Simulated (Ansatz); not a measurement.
# Site preference of a vacancy of N in random wurtzite alloy of AlN and GaN (72 atoms), part 2 of 3

At which site of random wurtzite alloy of AlN and GaN (72 atoms) does a vacancy of N cost least, and what about the site decides it?

Ansatz 0.2.0; Kohn-Sham DFT, PBEsol, PAW (set soft_1), plane waves.

The cell: 22 Ga, 36 N and 14 Al. Only the Γ point is sampled, in a cell whose shortest periodic width is 8 Å.

So far. Step 2 (Single point at the start): The r.m.s. force at the start is 0.56 eV/Å. Step 3 (Relaxation): The relaxation converged after 4 steps, 1.51 eV below its start, with a largest force component of 0.034 eV/Å.

## Step 4: Single point at the relaxed geometry

The electronic structure is read at the final geometry, in a run of its own.

The input, input.yaml:

```yaml
crystal:
  lattice:
    - [9.4773, 0.0, 0.0]
    - [-4.73865, 8.20758, 0.0]
    - [0.0, 0.0, 10.2122]
  atoms:
    - { symbol: Ga, position: [0.00217, 0.00171, 0.00055] }
    - { symbol: "N", position: [0.11635, 0.22579, 0.06359] }
    - { symbol: Al, position: [0.11298, 0.22308, 0.24964] }
    - { symbol: "N", position: [0.00558, 0.00352, 0.30678] }
    - { symbol: Ga, position: [0.00083, 0.00146, 0.49853] }
    - { symbol: "N", position: [0.11245, 0.2231, 0.56583] }
    [... 60 atom lines left out ...]
    - { symbol: Ga, position: [0.77827, 0.8875, 0.25052] }
    - { symbol: "N", position: [0.66425, 0.66163, 0.31249] }
    - { symbol: Al, position: [0.66637, 0.66593, 0.49964] }
    - { symbol: "N", position: [0.77606, 0.88454, 0.55701] }
    - { symbol: Ga, position: [0.77885, 0.88891, 0.74829] }
    - { symbol: "N", position: [0.66851, 0.66453, 0.80949] }
kpoints:
  mp_grid: { grid: [1, 1, 1] }
hamiltonian:
  xc: pbesol
  pseudopotentials: { kind: paw, azcp: { folder: soft_1 }, xc_functional: pbe }
scf:
  occupations: { method: fixed }
output:
  forces: true
  stress: true
  populations: intrinsic
  dos:
    method: { smearing: { sigma: 0.15 } }
    de: 0.1
    projected: { site_lists: { Al: [Al], Ga: [Ga], "N": ["N"] } }
  eigenvalues: true
  write_density: true
  write_potential: true
  volumetric_format: npy
```

Run with:

```console
> ansatz run input.yaml --threads 4 --pin off --max-ram 8192MiB --backend cpu --events-out ev --progress --plain --runs-dir out
```

Numbers of over 12 decimals in the logs are rounded to 6 here.

Output:

```text
[...]
Crystal: 72 atoms, lattice volume = 794.363 Å³
Basis set: ecut = 420 eV, 15467 PW (Γ), exchange–correlation on 128×128×144 points (8 copies of the dense FFT grid, shifted against one another)
Bands: 326, of which v1, the nominal top of the filled ones, is band 254 counted from 1 (253 counted from 0)
Symmetry: 1 space group operations
[...]
k-points: 1
[...]
SCF iter   1: F=—  HF=-103413.670123 eV  |F-HF|=—  |Δ(HF+E_count)|=         —  Δρ=1.18e-1  dr2=1.06e2  ethr=3.10e-3  ⟨swp⟩=4.0  Hψ=988  notcnv=0  defer=69
[...]
SCF iter  11: F=-103381.130707 eV  HF=-103381.130707 eV  |F-HF|=2.71e-8  |Δ(HF+E_count)|=   3.59e-7  Δρ=2.14e-6  dr2=2.15e-8  ethr=1.97e-11  ⟨swp⟩=18.0  Hψ=3136  notcnv=0
SCF 1 converged in 11 iterations: F = -103381.130707 eV  dr2 = 2.15e-8
[...]
SCF converged after 11 iterations
Free energy (F): -103381.130707 eV
[...]
Internal energy: -103381.130707 eV  (E = F + TS)
E sigma→0 (E₀):  -103381.130707 eV
Fermi energy:    8.688909 eV
[...]
--- Forces (eV/Å), atoms counted from 1 ---
  atom   1  Ga     0.01512203     0.01483664     0.01326354
  atom   2  N     -0.02077746    -0.02975792    -0.01422653
  atom   3  Al     0.01449770     0.00508312    -0.01569508
  atom   4  N     -0.01064143    -0.00577887    -0.00587244
  atom   5  Ga     0.00756973     0.01331428     0.00490425
  atom   6  N     -0.01229043    -0.01068949     0.00749677
  atom   7  Al     0.01012089    -0.00097776    -0.00506915
  atom   8  N     -0.00148481    -0.00308458    -0.00652756
  atom   9  Ga     0.00984704    -0.00836474    -0.01462229
  atom  10  N     -0.01032898     0.00077510     0.00314572
  atom  11  Ga     0.00288192    -0.00217260     0.01566332
  atom  12  N     -0.00457634     0.00175905    -0.00018798
  atom  13  Ga     0.02017347    -0.00469624     0.00709744
  atom  14  N     -0.00523846     0.00720068    -0.00755515
[...]
atom  71  Ga     0.00572683    -0.00767894    -0.00438133
  atom  72  N      0.01136110     0.01162639     0.00823508
  max |Σ_I F_I| component: 6.90e-5 eV/Å
--- Stress (GPa, compression-positive) ---
        0.297366       0.005769      -0.013742
        0.005770       0.288287      -0.005450
       -0.013742      -0.005462      -0.968546
  P = ⅓ Tr σ = -0.1276 GPa (-1.276 kbar)
--- Band table (eV) ---
[...]
--- intrinsic populations: 72 sites ---
  site symbol       q [e]
     0     Ga     12.2270
     1      N      5.9276
     2     Al      1.9155
[...]
71      N      5.8557
  spilling = 0.000000 (of n_electrons = 508.000000)
```

Elapsed: 5 s, on 4 threads of AMD EPYC 9B45 (Zen 5), shared host; peak memory 1.1 GiB.

Numbers from this run:

```
free energy                                      : -103381.1307 eV
free energy per atom                             : -1435.8490 eV/atom
SCF cycles                                       : 11
pressure                                         : -0.1276 GPa
r.m.s. force component                           : 0.01084 eV/Å
longest force                                    : 0.03898 eV/Å
Fermi energy                                     : 8.689 eV
gap (highest filled to lowest empty level) : 2.638 eV
```

## Step 5: Vacancy of N, site N36

The site has 4 bonded neighbours (Al3Ga) at 1.92 Å on average, by cutoffs that count no bonds between two metal atoms or like ions. The change is made in the relaxed cell and the atoms are relaxed again, with spin allowed.

The input, input.yaml:

```yaml
crystal:
  lattice:
    - [9.4773, 0.0, 0.0]
    - [-4.73865, 8.20758, 0.0]
    - [0.0, 0.0, 10.2122]
  atoms:
    [... atom lines 1 to 32 left out ...]
    - { symbol: Al, position: [0.33422, 0.33349, 0.00229] }
    - { symbol: "N", position: [0.44193, 0.55118, 0.06507] }
    - { symbol: Al, position: [0.44471, 0.55509, 0.25229], spin: 0.6 }
    - { symbol: Ga, position: [0.334, 0.33399, 0.49883], spin: 0.6 }
    - { symbol: "N", position: [0.44683, 0.56016, 0.55638] }
    - { symbol: Ga, position: [0.44371, 0.55389, 0.74867] }
    - { symbol: "N", position: [0.3315, 0.33012, 0.81459] }
    [... atom lines 40 to 71 left out ...]
magnetization:
  spin_polarized: true
kpoints:
  mp_grid: { grid: [1, 1, 1] }
hamiltonian:
  xc: pbesol
  pseudopotentials: { kind: paw, azcp: { folder: soft_1 }, xc_functional: pbe }
scf:
  occupations: { method: fermi_dirac, width: 0.025 }
  lower_state_search: "off"
output:
  forces: true
  eigenvalues: true
relax:
  f_tol: 0.05
  max_steps: 90
```

Output:

```text
[...]
Crystal: 71 atoms, lattice volume = 794.363 Å³
Basis set: ecut = 420 eV, 15467 PW (Γ), exchange–correlation on 128×128×144 points (8 copies of the dense FFT grid, shifted against one another)
Bands: 324, of which v1, the nominal top of the filled ones, is band 252 counted from 1 (251 counted from 0)
Symmetry: 1 space group operations
[...]
k-points: 1
[...]
Starting moments: Σ|m| = 2.4 μB on 4 of 71 sites
[...]
SCF iter   1: F=—  HF=-103029.049442 eV  |F-HF|=—  |Δ(HF+E_count)|=         —  Δρ=5.97e-2 (↑5.78e-2 ↓5.97e-2)  dr2=1.03e2  dr2_m=7.92e-1  M=0.345 μB ∫|m|=0.581 μB  β_m=0.30  ethr=3.10e-3  ⟨swp⟩=6.0  Hψ=2430  notcnv=0
[...]
spin=Collinear: Kerker preconditioning applied to the charge; magnetization (m = ρ↑ − ρ↓) channel mixes plain (no charge-response kernel on spin).
SCF iter   2: F=—  HF=-103010.259381 eV  |F-HF|=—  |Δ(HF+E_count)|=    1.88e1  Δρ=3.79e-2 (↑3.65e-2 ↓3.79e-2)  dr2=4.05e1  dr2_m=3.92e-1  M=0.286 μB ∫|m|=0.482 μB  β_m=0.30  ethr=3.10e-3  ⟨swp⟩=2.0  Hψ=919  notcnv=0  defer=132
[...]
SCF iter   8: F=—  HF=-102998.048861 eV  |F-HF|=—  |Δ(HF+E_count)|=   3.07e-3  Δρ=1.25e-3 (↑1.09e-3 ↓1.25e-3)  dr2=2.28e-2  dr2_m=7.82e-3  M=0.750 μB ∫|m|=0.814 μB  β_m=0.30  ethr=1.07e-5  ⟨swp⟩=2.0  Hψ=685  notcnv=0  defer=128
[...]
spin-set hold released at iteration 8 (site moments contracting): the magnetisation degrees of freedom join the quasi-Newton model from the next iteration; the mixer history was flushed
SCF iter   9: F=—  HF=-102998.050788 eV  |F-HF|=—  |Δ(HF+E_count)|=   1.93e-3  Δρ=9.41e-4 (↑8.59e-4 ↓9.41e-4)  dr2=2.01e-2  dr2_m=4.59e-3  M=0.776 μB ∫|m|=0.840 μB  β_m=0.65  ethr=4.53e-6  ⟨swp⟩=1.5  Hψ=532  notcnv=0  defer=128
[...]
spin=Collinear: Resta preconditioning applied to the charge; magnetization (m = ρ↑ − ρ↓) channel mixes plain (no charge-response kernel on spin).
SCF iter  10: F=—  HF=-102998.051800 eV  |F-HF|=—  |Δ(HF+E_count)|=   1.01e-3  Δρ=5.80e-4 (↑5.80e-4 ↓3.03e-4)  dr2=1.47e-2  dr2_m=4.32e-4  M=0.711 μB ∫|m|=0.780 μB  β_m=0.58  ethr=4.00e-6  ⟨swp⟩=3.0  Hψ=830  notcnv=0  defer=128
[...]
SCF iter  14: F=-102998.050282 eV  HF=-102998.050285 eV  |F-HF|=3.09e-6  |Δ(HF+E_count)|=   2.22e-7  Δρ=1.14e-5 (↑1.14e-5 ↓8.49e-6)  dr2=3.73e-6  dr2_m=8.32e-8  M=0.770 μB ∫|m|=0.840 μB  ethr=2.71e-9  ⟨swp⟩=2.0  Hψ=2030  notcnv=0
SCF 1 converged in 14 iterations: F = -102998.050282 eV  dr2 = 3.73e-6
[...]
relax step   1: F+E_penalty+E_count = -102998.05028178 eV  Δ(F+E_penalty+E_count) = +0.000e0 eV  max|allowed force component| = 3.967e-1 eV/Å  Δτ_max = 0.0000 Å  (14 SCF iters, dr2 threshold 6.25e-5 eV, accepted)
[...]
relax step   2: F+E_penalty+E_count = -102998.10421201 eV  Δ(F+E_penalty+E_count) = -5.393e-2 eV  max|allowed force component| = 2.847e-1 eV/Å  Δτ_max = 0.0265 Å  (6 SCF iters, dr2 threshold 9.83e-6 eV, accepted)
[...]
relax step   3: F+E_penalty+E_count = -102998.13142132 eV  Δ(F+E_penalty+E_count) = -2.721e-2 eV  max|allowed force component| = 1.431e-1 eV/Å  Δτ_max = 0.0257 Å  (7 SCF iters, dr2 threshold 5.07e-6 eV, accepted)
[...]
relax step   4: F+E_penalty+E_count = -102998.14073323 eV  Δ(F+E_penalty+E_count) = -9.312e-3 eV  max|allowed force component| = 9.374e-2 eV/Å  Δτ_max = 0.0179 Å  (6 SCF iters, dr2 threshold 5.17e-6 eV, accepted)
[...]
relax step   5: F+E_penalty+E_count = -102998.14152891 eV  Δ(F+E_penalty+E_count) = -7.957e-4 eV  max|allowed force component| = 7.287e-2 eV/Å  Δτ_max = 0.0192 Å  (7 SCF iters, accepted)
[...]
relax step   6: F+E_penalty+E_count = -102998.14383254 eV  Δ(F+E_penalty+E_count) = -2.304e-3 eV  max|allowed force component| = 6.095e-2 eV/Å  Δτ_max = 0.0117 Å  (7 SCF iters, accepted)
[...]
relax step   7: F+E_penalty+E_count = -102998.14480313 eV  Δ(F+E_penalty+E_count) = -9.706e-4 eV  max|allowed force component| = 2.483e-2 eV/Å  Δτ_max = 0.0064 Å  (6 SCF iters, accepted)
SCF converged after 6 iterations
Magnetization: 0.9949 μB (251.9974 up, 251.0026 down)
Absolute magnetization: 1.0961 μB (∫|ρ↑−ρ↓|, with the PAW one-centre terms)
[...]
Per-site moments (μB) at R_I (Å): [(0.00151936, 0.799832), (0.022823, 0.778701), (0.00617202, 0.778701), (-0.00106183, 0.781110), (7.803664238274638e-5, 0.796585), [...]
Free energy (F): -102998.144803 eV
[...]
Internal energy: -102998.142678 eV  (E = F + TS)
E sigma→0 (E₀):  -102998.143741 eV
Entropy (-TS):   -0.002125 eV (-0.030 meV/atom)
Fermi energy:    11.346638 eV
[...]
--- Forces (eV/Å), atoms counted from 1 ---
  atom   1  Ga     0.00101430     0.00132970     0.00480124
  atom   2  N     -0.00197474    -0.00048679    -0.00815029
  atom   3  Al    -0.00491448    -0.00266070     0.00692010
  atom   4  N     -0.00910846    -0.00486652    -0.00320191
  atom   5  Ga    -0.00044151    -0.00405532    -0.00717714
  atom   6  N      0.01002832     0.00545316    -0.00819638
  atom   7  Al     0.00389147     0.00269557     0.00215312
  atom   8  N      0.00008773     0.00037235    -0.00077740
  atom   9  Ga     0.00094001     0.00005171     0.00497952
  atom  10  N      0.00037359    -0.00064790    -0.00485225
  atom  11  Ga    -0.00068716     0.00115980     0.00537907
  atom  12  N     -0.00793060    -0.00729620    -0.00364782
  atom  13  Ga    -0.00426931     0.00409897    -0.00620786
  atom  14  N      0.00091767    -0.00022065     0.00634916
[...]
atom  70  Ga    -0.00054071     0.00118264    -0.00199857
  atom  71  N     -0.00188692    -0.00017087    -0.00070396
  max |Σ_I F_I| component: 1.49e-4 eV/Å
--- Band table (eV) ---
[...]
--- Relaxed structure (7 steps of the walk, 7 accepted, 0 SCFs on fresh bases) ---
  F+E_penalty+E_count = -102998.14480313 eV   max|allowed force component| = 2.483e-2 eV/Å
  atoms:
    - { symbol: Ga, position: [0.00183979, 0.000723896, 0.000117249] }
    - { symbol: N, position: [0.114925, 0.225039, 0.062269] }
    - { symbol: Al, position: [0.115415, 0.224189, 0.247119] }
    - { symbol: N, position: [0.00824191, 0.00595219, 0.307663] }
[...]
- { symbol: N, position: [0.669303, 0.664751, 0.809278] }
```

Run time: 37 s. Hardware: 4 threads; peak memory 1.7 GiB.

The relaxation converged after 7 steps, 0.0945 eV below its start, with a largest force component of 0.025 eV/Å.

The surroundings of the place of the removed atom, after relaxation: 10 atoms, nearest first, with positions taken from that point. Atoms keep their numbers of the cell before the removal, where the removed atom was number 36.

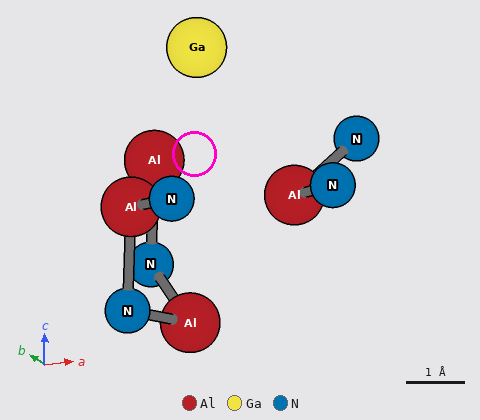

The atoms of the table, within 3.1 Å (arrows a, b, c point along x, y, z); some may hide others. A ring marks the centre wherever it is empty.

| atom | x | y | z | distance (Å) | bonds |
| --- | --- | --- | --- | --- | --- |
| Al3 | -1.55 | -0.89 | -0.60 | 1.89 | 3 |
| Al27 | 1.55 | -0.88 | -0.64 | 1.90 | 3 |
| Al35 | 0.01 | 1.82 | -0.59 | 1.91 | 3 |
| Ga37 | -0.01 | 0.00 | 1.94 | 1.94 | 3 |
| N2 | -1.56 | -0.89 | -2.49 | 3.07 | 4 |
| Al33 | 0.01 | 0.01 | -3.07 | 3.07 | 4 |
| N34 | -0.01 | 1.81 | -2.48 | 3.08 | 4 |
| N28 | 1.53 | -2.67 | 0.01 | 3.08 | 4 |
| N60 | 3.09 | 0.03 | 0.02 | 3.09 | 4 |
| N4 | -1.53 | -2.68 | 0.02 | 3.09 | 4 |

The column of bonds counts only the pairs N-Ga within 2.38 Å, N-Al within 2.33 Å; other neighbours, such as metal atoms beside each other in a compound, aren't counted, and periodic images can show an atom twice.

The largest move is 0.05 Å, by N6.

## Step 6: Vacancy of N, site N66

The site has 4 bonded neighbours (Ga4) at 1.94 Å on average. 

Input and log are left out; they have the form of those shown for this kind of step.

Elapsed: 45 s, on 4 threads of AMD EPYC 9B45 (Zen 5), shared host; peak memory 1.7 GiB.

The program notes that starting moments were not kept.

The relaxation converged after 7 steps, 0.0873 eV below its start, with a largest force component of 0.015 eV/Å.

The surroundings of the place of the removed atom, after relaxation: 10 atoms, nearest first, with positions taken from that point. Atoms keep their numbers of the cell before the removal, where the removed atom was number 66.

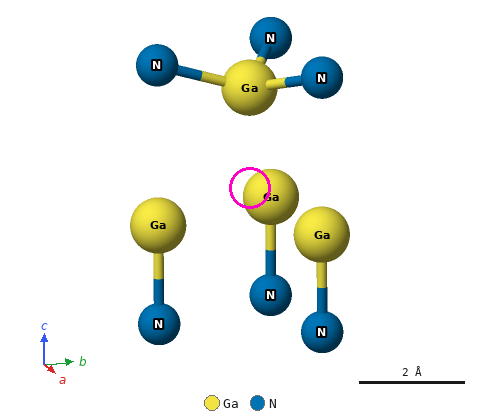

The atoms of the table, within 3.2 Å (arrows a, b, c point along x, y, z); some may hide others. A ring marks the centre wherever it is empty.

| atom | x | y | z | distance (Å) | bonds |
| --- | --- | --- | --- | --- | --- |
| Ga65 | 0.00 | -1.84 | -0.60 | 1.93 | 3 |
| Ga1 | 1.61 | 0.93 | -0.61 | 1.95 | 3 |
| Ga49 | -1.61 | 0.93 | -0.63 | 1.96 | 3 |
| Ga67 | 0.01 | -0.01 | 1.98 | 1.98 | 3 |
| N52 | -1.57 | 0.92 | 2.51 | 3.10 | 4 |
| N4 | 1.61 | 0.94 | 2.49 | 3.11 | 4 |
| N72 | 0.03 | -1.83 | -2.54 | 3.13 | 4 |
| N8 | 1.57 | 0.95 | -2.54 | 3.13 | 4 |
| N56 | -1.57 | 0.91 | -2.55 | 3.13 | 4 |
| N68 | 0.00 | -1.86 | 2.56 | 3.16 | 4 |

The column of bonds counts only the pairs N-Ga within 2.38 Å, N-Al within 2.33 Å; other neighbours, such as metal atoms beside each other in a compound, aren't counted, and periodic images can show an atom twice.

The largest move is 0.04 Å, by Ga67.

## Step 7: Vacancy of N, site N4

The site has 4 bonded neighbours (Al2Ga2) at 1.93 Å on average. 

input.yaml, the sections that differ from step 5:

```yaml
crystal:
  lattice:
    - [9.4773, 0.0, 0.0]
    - [-4.73865, 8.20758, 0.0]
    - [0.0, 0.0, 10.2122]
  atoms:
    - { symbol: Ga, position: [0.00217, 0.00171, 0.00055] }
    - { symbol: "N", position: [0.11635, 0.22579, 0.06359] }
    - { symbol: Al, position: [0.11298, 0.22308, 0.24964], spin: 0.6 }
    - { symbol: Ga, position: [0.00083, 0.00146, 0.49853], spin: 0.6 }
    - { symbol: "N", position: [0.11245, 0.2231, 0.56583] }
    - { symbol: Al, position: [0.11351, 0.22428, 0.75195] }
    - { symbol: "N", position: [0.00248, 0.00546, 0.80967] }
    [... atom lines 8 to 71 left out ...]
# magnetization, kpoints, hamiltonian, scf, output, relax: as in step 5
```

Output:

```text
[...]
Crystal: 71 atoms, lattice volume = 794.363 Å³
Basis set: ecut = 420 eV, 15467 PW (Γ), exchange–correlation on 128×128×144 points (8 copies of the dense FFT grid, shifted against one another)
Bands: 324, of which v1, the nominal top of the filled ones, is band 252 counted from 1 (251 counted from 0)
Symmetry: 1 space group operations
[...]
k-points: 1
[...]
Starting moments: Σ|m| = 2.4 μB on 4 of 71 sites
[...]
SCF iter   1: F=—  HF=-103029.325545 eV  |F-HF|=—  |Δ(HF+E_count)|=         —  Δρ=6.12e-2 (↑5.78e-2 ↓6.12e-2)  dr2=1.02e2  dr2_m=1.55e0  M=0.902 μB ∫|m|=1.011 μB  β_m=0.30  ethr=3.10e-3  ⟨swp⟩=6.0  Hψ=2419  notcnv=0
[...]
SCF iter   3: F=—  HF=-102999.567838 eV  |F-HF|=—  |Δ(HF+E_count)|=    8.30e0  Δρ=1.80e-2 (↑1.63e-2 ↓1.80e-2)  dr2=4.28e0  dr2_m=3.74e-1  M=0.845 μB ∫|m|=0.934 μB  β_m=0.30  ethr=3.10e-3  ⟨swp⟩=9.0  Hψ=1788  notcnv=0  defer=132
[...]
SCF iter   7: F=—  HF=-102998.446262 eV  |F-HF|=—  |Δ(HF+E_count)|=   3.10e-2  Δρ=2.00e-3 (↑2.00e-3 ↓1.73e-3)  dr2=4.85e-3  dr2_m=2.37e-2  M=0.723 μB ∫|m|=0.786 μB  β_m=0.30  ethr=7.81e-6  ⟨swp⟩=2.0  Hψ=1132  notcnv=0  defer=132
[...]
SCF iter  12: F=-102998.451885 eV  HF=-102998.451894 eV  |F-HF|=9.28e-6  |Δ(HF+E_count)|=   3.20e-5  Δρ=1.60e-5 (↑1.60e-5 ↓1.47e-5)  dr2=7.23e-6  dr2_m=7.62e-8  M=0.732 μB ∫|m|=0.796 μB  ethr=1.24e-8  ⟨swp⟩=13.5  Hψ=3736  notcnv=0
SCF 1 converged in 12 iterations: F = -102998.451885 eV  dr2 = 7.23e-6
[...]
relax step   1: F+E_penalty+E_count = -102998.45188499 eV  Δ(F+E_penalty+E_count) = +0.000e0 eV  max|allowed force component| = 4.092e-1 eV/Å  Δτ_max = 0.0000 Å  (12 SCF iters, dr2 threshold 6.25e-5 eV, accepted)
[...]
relax step   2: F+E_penalty+E_count = -102998.51738209 eV  Δ(F+E_penalty+E_count) = -6.550e-2 eV  max|allowed force component| = 3.362e-1 eV/Å  Δτ_max = 0.0470 Å  (8 SCF iters, dr2 threshold 1.05e-5 eV, accepted)
[...]
relax step   3: F+E_penalty+E_count = -102998.56505679 eV  Δ(F+E_penalty+E_count) = -4.767e-2 eV  max|allowed force component| = 2.329e-1 eV/Å  Δτ_max = 0.0729 Å  (8 SCF iters, dr2 threshold 7.06e-6 eV, accepted)
[...]
relax step   4: F+E_penalty+E_count = -102998.57471621 eV  Δ(F+E_penalty+E_count) = -9.659e-3 eV  max|allowed force component| = 1.409e-1 eV/Å  Δτ_max = 0.0286 Å  (5 SCF iters, dr2 threshold 2.60e-5 eV, accepted)
[...]
relax step   5: F+E_penalty+E_count = -102998.58196902 eV  Δ(F+E_penalty+E_count) = -7.253e-3 eV  max|allowed force component| = 6.614e-2 eV/Å  Δτ_max = 0.0253 Å  (5 SCF iters, dr2 threshold 7.26e-6 eV, accepted)
[...]
relax step   6: F+E_penalty+E_count = -102998.58327101 eV  Δ(F+E_penalty+E_count) = -1.302e-3 eV  max|allowed force component| = 2.643e-2 eV/Å  Δτ_max = 0.0105 Å  (7 SCF iters, accepted)
SCF converged after 7 iterations
Magnetization: 0.9988 μB (251.9994 up, 251.0006 down)
Absolute magnetization: 1.0917 μB (∫|ρ↑−ρ↓|, with the PAW one-centre terms)
[...]
Per-site moments (μB) at R_I (Å): [(0.000227765, 0.798115), (0.00773228, 0.783488), (0.00250796, 0.777245), (0.058976, 0.809603), (0.063665, 0.773676), [...]
Free energy (F): -102998.583271 eV
[...]
Internal energy: -102998.582764 eV  (E = F + TS)
E sigma→0 (E₀):  -102998.583017 eV
Entropy (-TS):   -0.000507 eV (-0.007 meV/atom)
Fermi energy:    11.299436 eV
[...]
Σ components = -102998.583271   (vs F -102998.583271, Δ=0.00e0)
--- Forces (eV/Å), atoms counted from 1 ---
  atom   1  Ga    -0.00033051     0.00279668    -0.01000947
  atom   2  N      0.00194117     0.00528415     0.01412093
  atom   3  Al     0.00308507     0.01763240     0.02233896
  atom   4  Ga    -0.00412218     0.02435029     0.00589599
[...]
atom  71  N     -0.00223189     0.00629663    -0.00069869
  max |Σ_I F_I| component: 9.53e-5 eV/Å
--- Band table (eV) ---
[...]
--- Relaxed structure (6 steps of the walk, 6 accepted, 0 SCFs on fresh bases) ---
  F+E_penalty+E_count = -102998.58327101 eV   max|allowed force component| = 2.643e-2 eV/Å
  atoms:
    - { symbol: Ga, position: [-0.000743029, -0.000901335, 0.00108095] }
    - { symbol: N, position: [0.114478, 0.222746, 0.066610] }
    - { symbol: Al, position: [0.111986, 0.222295, 0.252588] }
    - { symbol: Ga, position: [0.00944826, 0.010843, 0.494274] }
[...]
- { symbol: N, position: [0.668398, 0.664222, 0.807829] }
```

It took 32 s on 4 threads; peak memory 1.7 GiB.

The relaxation converged after 6 steps, 0.131 eV below its start, with a largest force component of 0.026 eV/Å.

The surroundings of the place of the removed atom, after relaxation: 10 atoms, nearest first, with positions taken from that point. Atoms keep their numbers of the cell before the removal, where the removed atom was number 4.

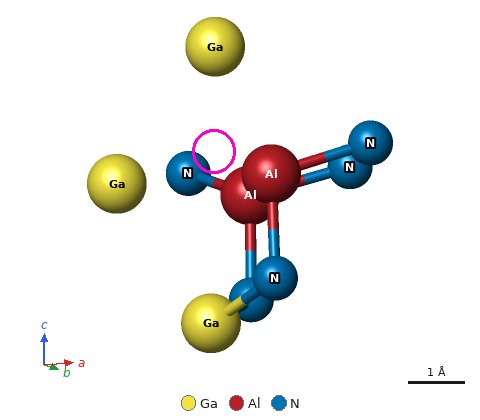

The atoms of the table, within 3.1 Å (arrows a, b, c point along x, y, z); some may hide others. A ring marks the centre wherever it is empty.

| atom | x | y | z | distance (Å) | bonds |
| --- | --- | --- | --- | --- | --- |
| Ga67 | -1.50 | -0.94 | -0.63 | 1.88 | 3 |
| Al3 | -0.03 | 1.80 | -0.55 | 1.88 | 3 |
| Al19 | 1.51 | -0.97 | -0.62 | 1.90 | 3 |
| Ga5 | 0.00 | 0.06 | 1.91 | 1.92 | 3 |
| N2 | -0.01 | 1.80 | -2.45 | 3.04 | 4 |
| N28 | 3.05 | -0.01 | -0.01 | 3.05 | 4 |
| N12 | -1.59 | 2.67 | 0.04 | 3.11 | 4 |
| N36 | 1.55 | 2.70 | 0.00 | 3.11 | 4 |
| N18 | 1.58 | -0.93 | -2.51 | 3.11 | 4 |
| Ga1 | -0.04 | -0.04 | -3.12 | 3.12 | 4 |

The column of bonds counts only the pairs N-Ga within 2.38 Å, N-Al within 2.33 Å; other neighbours, such as metal atoms beside each other in a compound, aren't counted, and periodic images can show an atom twice.

The largest move is 0.12 Å, by Ga67.

(Continued in part 3 of 3.)

[Logs are printed without paths, hosts, clocks, repeated set-up lines and the standing remarks that a program may print on its own settings, such as how far it seeks lower states.]

[Hosts, paths, dates, database ids (printed as entryN), source tags and the programs' standing remarks are cut or masked in the printed files.]
